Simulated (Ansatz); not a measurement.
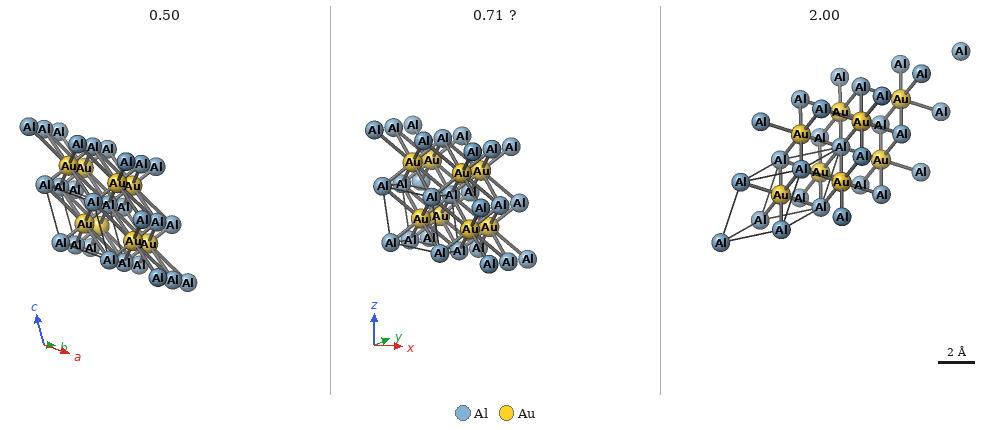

Energy scan for a crystal of AlAu (Pm-3m), in which the ratio of the cell's length along [111] to its lengths across, counted as 1 for the reference, is changed at fixed volume (a trigonal path), with the atoms kept at their fractional coordinates. x, y and z are the Cartesian axes of the input. The picture is a ball-and-stick view of the cell of the calculation, repeated 2 × 2 × 2 with one cell outlined, seen slightly off an axis.

The calculation used DFT LDA, scalar-relativistic, plane waves, PAW in Ansatz 0.2.0. Set-up: plane-wave cutoff 420 eV; k-point mesh 16 × 16 × 16; occupations gaussian; smearing width 0.15 eV; no spin polarisation. Energies (free energies at the smearing named) are counted from the cell as listed in its source, which wasn't relaxed.

| axial ratio over its reference value | E − E(ref) (meV/atom) |
| --- | --- |
| 0.50 | 5385 |
| 0.60 | 1953 |
| 0.71 | ? |
| 1.00 | 0 |
| 1.41 | −10 |
| 2.00 | 24 |

### Fill in the missing row.

A straight line between the two neighbours gives 1416 meV/atom. A cubic through the four nearest rows (0.50, 0.60, 1.00, 1.41) gives, with Lagrange weights, (−0.4908)(5385) + (1.3157)(1953) + (0.1972)(0) + (−0.0222)(−10) = −73 meV/atom. The calculation gives 502 meV/atom, so the cubic is 575 meV/atom too low and the straight line 914 meV/atom too high, as the curve bends upwards here. The cubic misses by much of the step between rows, so the curve changes faster here than four points can follow.

The whole profile:

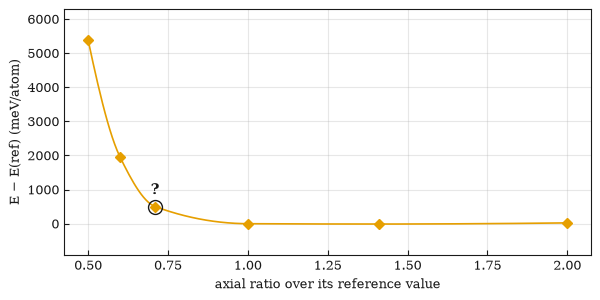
